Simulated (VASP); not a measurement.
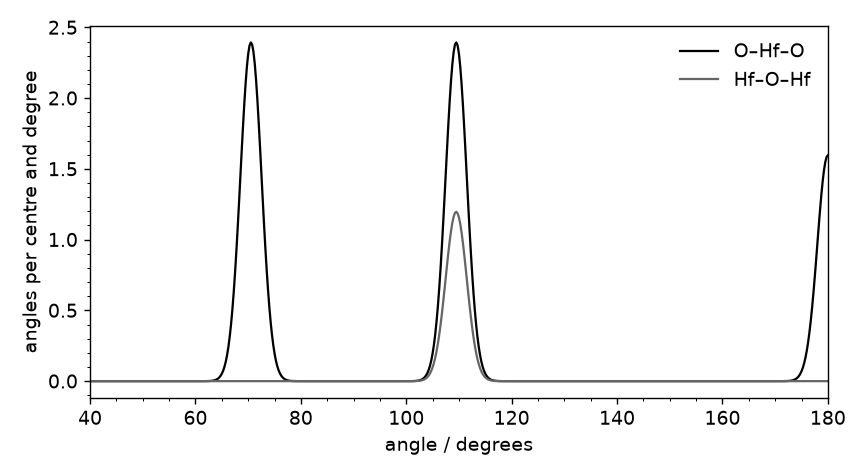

Bond-angle distributions computed from the structure of HfO2; each angle is a Gaussian of σ = 2.0°. Bonds counted: Hf–O up to 2.84 Å. It is based on an entry of the Crystallography Open Database, as set up for an electronic-structure calculation.

Give the groups of angles for each curve.

Answer. O–Hf–O: 71° (12 per centre); 109° (12 per centre); 180° (4 per centre)
Hf–O–Hf: 109° (6 per centre)

What coordination geometry do the angles point to, counting the bonds named above alone?

Answer. Hf has 8 O neighbours in a cubic arrangement; O has 4 Hf neighbours in a tetrahedral arrangement.

The structure has space group Fm-3m (No. 225); other forms of this composition would give other results.
